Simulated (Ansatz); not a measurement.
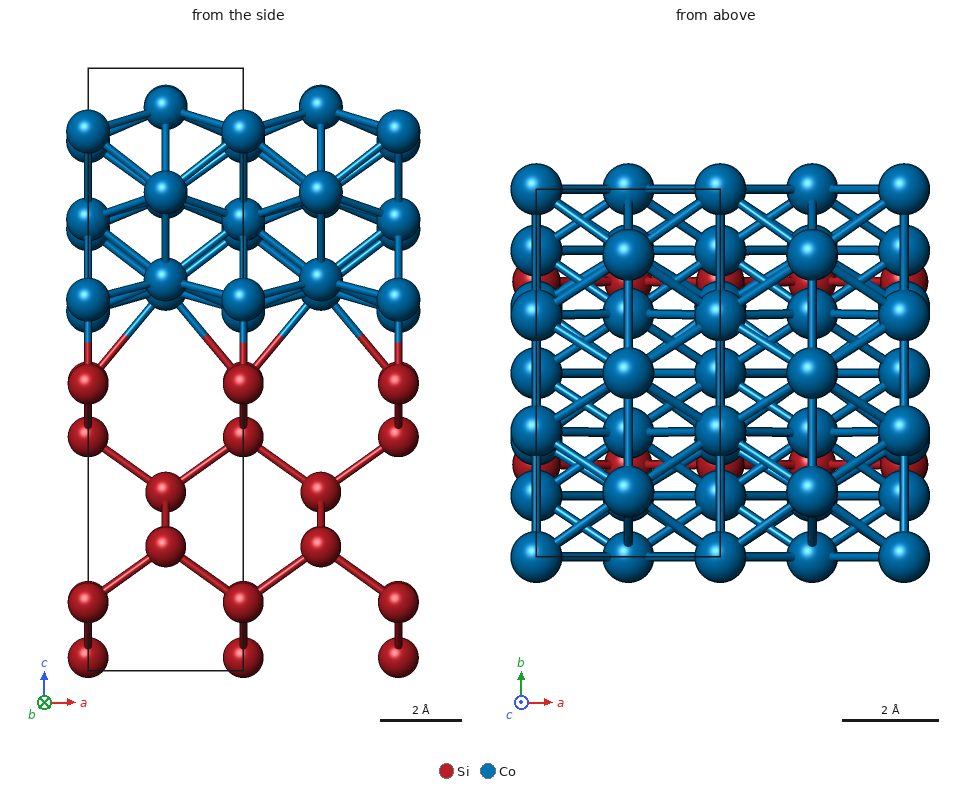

A ball-and-stick picture of a periodic stack of two materials, seen from the side and from above; the box is the simulation cell in a reduced setting, and 2×1 cells are drawn in the plane (a layer on the cell's face shows at both ends).

State the materials and surface orientations.

Si (1 0 0) (Fd-3m, 12 atoms) and Co (1 0 0) (P6_3/mmc, 18 atoms).

Give the in-plane cell and the period of the stack.

The in-plane vectors are 3.87 and 7.74 Å long, those of Si, to which Co is strained; the stack repeats after 15.0 Å.

The atoms and the stacking vector were relaxed with DFT PBE, scalar-relativistic, plane waves, PAW (Ansatz 0.2.0), the in-plane cell held. The two parents, named as they started, are listed structures, not always the stable forms, and thin layers can change their stacking on relaxation.
